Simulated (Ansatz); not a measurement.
Consider HC₁₈Cl (slab).

```
C Cl H
1.0
     7.39800    0.00000    0.00000
    -3.69900    6.40686    0.00000
     0.00000    0.00000   12.00000
C Cl H
18 1 1
Direct
  0.98908 0.97450 0.08412
  0.21152 0.08570 0.08420
  0.99048 0.30682 0.08405
  0.21015 0.41678 0.08414
  0.98819 0.63883 0.08389
  0.21255 0.75103 0.08414
  0.32375 0.97346 0.08420
  0.54341 0.08313 0.08418
  0.32118 0.30536 0.08418
  0.54577 0.41782 0.08405
  0.32241 0.64120 0.08413
  0.54487 0.75243 0.08403
  0.65484 0.97211 0.08414
  0.87925 0.08437 0.08413
  0.65588 0.30771 0.08402
  0.87857 0.41916 0.08379
  0.65722 0.64053 0.08374
  0.87689 0.75015 0.08386
  0.71993 0.48595 0.35997
  0.65051 0.41908 0.25954
```

Method: DFT LDA, scalar-relativistic, plane waves, PAW in Ansatz.

**Predict the valence pseudo-density and electron localisation function between the atoms.**

Cl–H (1.31 Å): ρ is about 1.9 e/Å³ halfway; the ELF climbs to about 1 towards the hydrogen, as it does in any bond to H: a covalent bond by its length.

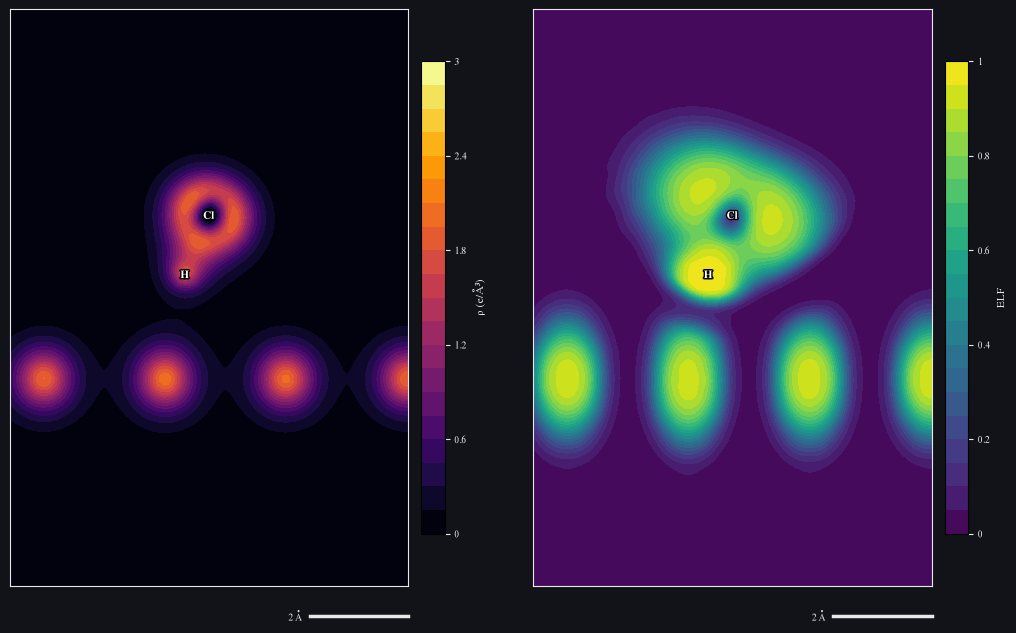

Computed valence pseudo-density and electron localisation function on the (11̄0) plane of the calculation cell, a cut from vacuum to vacuum, in this order. Atoms just off the plane (C, 0.7 Å away) can leave unmarked features too.

In a PAW calculation such maps are meaningful between the atoms, not at the nuclei.
